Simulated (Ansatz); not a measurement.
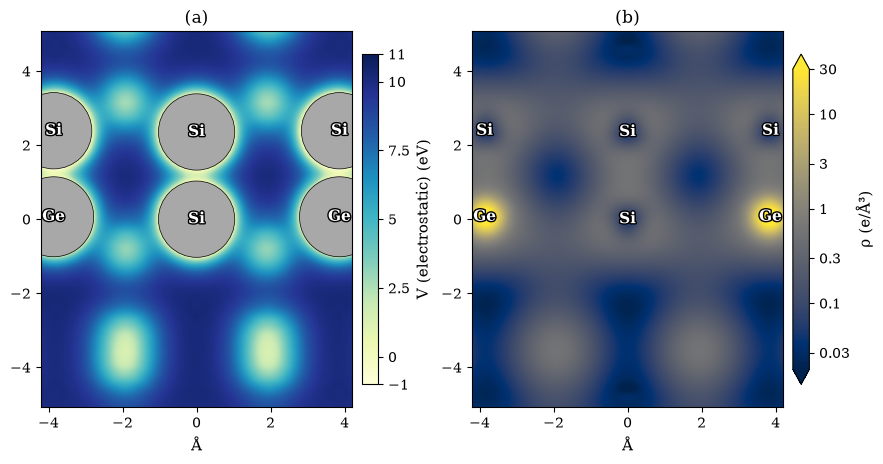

Figure 1: Si$_{7}$Ge. (a) electrostatic potential energy of an electron; (b) valence pseudo-density on the (101) plane of the conventional cell. Grey discs cover the atomic cores in the potential map.

Space group Cmm2; a structure from a database of computed crystals, not necessarily the ambient phase; changed on purpose from its base cell (all Si atoms moved +0.113 Å, as atom 1 along Cartesian [0 0 1]); not relaxed (largest force 1.4 eV/Å).

These are results of DFT PBEsol, scalar-relativistic, plane waves, PAW (Ansatz), not measurements.

The density is the valence pseudo-density of a PAW calculation; it isn't the true density close to the nuclei.

```cif
data_structure
_symmetry_space_group_name_H-M 'P 1'
_symmetry_Int_Tables_number 1
_cell_length_a 7.7204
_cell_length_b 7.7204
_cell_length_c 5.4592
_cell_angle_alpha 90.000
_cell_angle_beta 90.000
_cell_angle_gamma 90.000
_cell_volume 325.40
loop_
_atom_site_label
_atom_site_type_symbol
_atom_site_fract_x
_atom_site_fract_y
_atom_site_fract_z
_atom_site_occupancy
Si1 Si 0.00000 0.25260 0.27321 1
Si2 Si 0.50000 0.75260 0.27321 1
Si3 Si 0.75000 0.25000 0.52061 1
Si4 Si 0.25000 0.75000 0.52061 1
Si5 Si 0.50000 0.00000 0.02061 1
Si6 Si 0.00000 0.50000 0.02061 1
Si7 Si 0.25000 0.25000 0.52061 1
Si8 Si 0.75000 0.75000 0.52061 1
Si9 Si 0.74740 0.00000 0.76801 1
Si10 Si 0.24740 0.50000 0.76801 1
Si11 Si 0.50000 0.24740 0.27321 1
Si12 Si 0.00000 0.74740 0.27321 1
Si13 Si 0.25260 0.00000 0.76801 1
Si14 Si 0.75260 0.50000 0.76801 1
Ge1 Ge 0.00000 0.00000 0.00000 1
Ge2 Ge 0.50000 0.50000 0.00000 1
```

> What does the map show?

Atoms in the plane: Si and Ge.
Si–Ge (2.33 Å): ρ is about 0.59 e/Å³ halfway.
Si–Si (2.36 Å): the density is about 0.56 e/Å³ at the midpoint.
Between the atoms the lowest density in this plane is 0.02 e/Å³.
Outside the cores the potential energy rises away from the atoms and is highest about 2.3 Å from the nearest atoms; its zero is arbitrary.
